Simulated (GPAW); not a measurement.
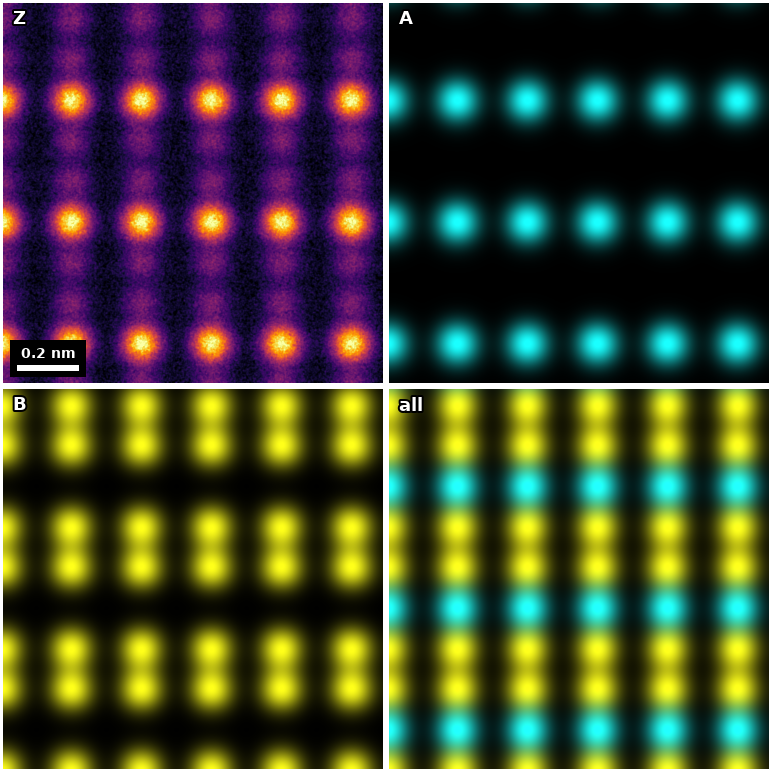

Si$_{2}$Mo (I4/mmm, No. 139) along [110]. Panel Z: Simulated incoherent Z contrast: every atom adds Z^1.6 spread by a probe of 0.85 Å full width; channelling and multiple scattering are left out. The display is stretched by a gamma of 0.65; percentages refer to the linear signal. Shot noise was added. The other panels are simulated element maps (the number of atoms of one element along the beam, blurred by 1.1 Å; each on its own scale, no channelling); the last overlays them. Structure: an entry of the Crystallography Open Database, as set up for an electronic-structure calculation.

```cif
data_structure
_symmetry_space_group_name_H-M 'I4/mmm'
_symmetry_Int_Tables_number 139
_cell_length_a 3.2000
_cell_length_b 3.2000
_cell_length_c 7.8610
_cell_angle_alpha 90.000
_cell_angle_beta 90.000
_cell_angle_gamma 90.000
_cell_volume 80.50
loop_
_atom_site_label
_atom_site_type_symbol
_atom_site_symmetry_multiplicity
_atom_site_Wyckoff_symbol
_atom_site_fract_x
_atom_site_fract_y
_atom_site_fract_z
_atom_site_occupancy
Mo1 Mo 2 a 0.00000 0.00000 0.00000 1
Si1 Si 4 e 0.50000 0.50000 0.16700 1
```

Which element does each lettered map show?

A: Mo, B: Si. The projected cell (2.26 × 3.93 Å, 90°) holds 3 columns: 2 of Si and 1 of Mo. No column is shared by two of the mapped elements.
